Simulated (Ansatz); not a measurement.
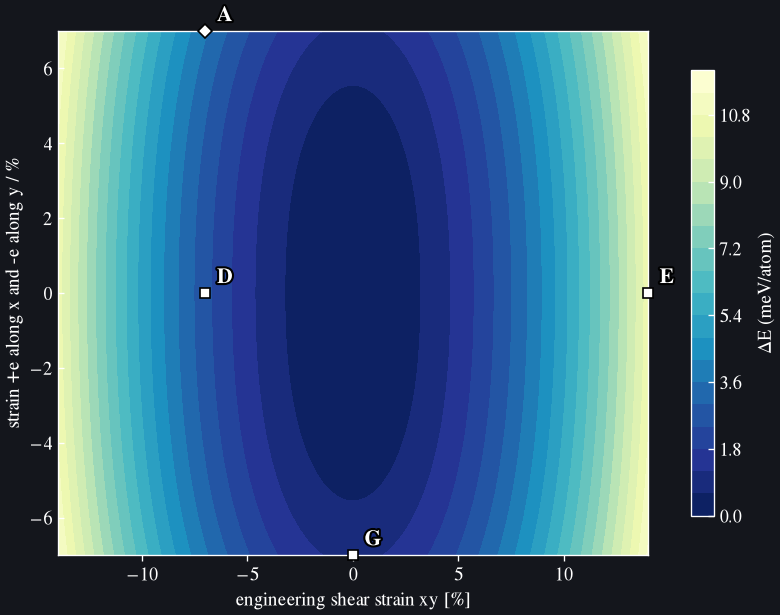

Rb (Im-3m, No. 229; 1 atom in the cell). 
- The energy is mapped over two homogeneous strains (x, y and z along the cube axes).
- Coordinates scanned: (1) engineering shear strain xy; (2) strain +e along x and -e along y.
- Nothing is relaxed (symmetry fixes all fractional coordinates).
- The scan uses a 5 × 5 grid; 9 points were computed and 16 follow by symmetry.
- Points are written as (first, second).
- All energies are given in meV/atom relative to the lowest grid point.
- Computed with DFT PBE, scalar-relativistic, plane waves, PAW in Ansatz. Settings: cutoff 420 eV, k-mesh 12×12×12, gaussian smearing 0.15 eV, no spin polarisation.

The picture shows filled contours, lettered points. Between grid points the surface is interpolated.

Q: Is G the lowest point of the computed grid?

A: No. G lies 1.1 meV/atom above the lowest grid point, which is at (0 %, 0.0 %).

Q: Which space group has the cell at each letter?

A: A: C2/m; D: Fmmm; E: Fmmm; G: Immm.
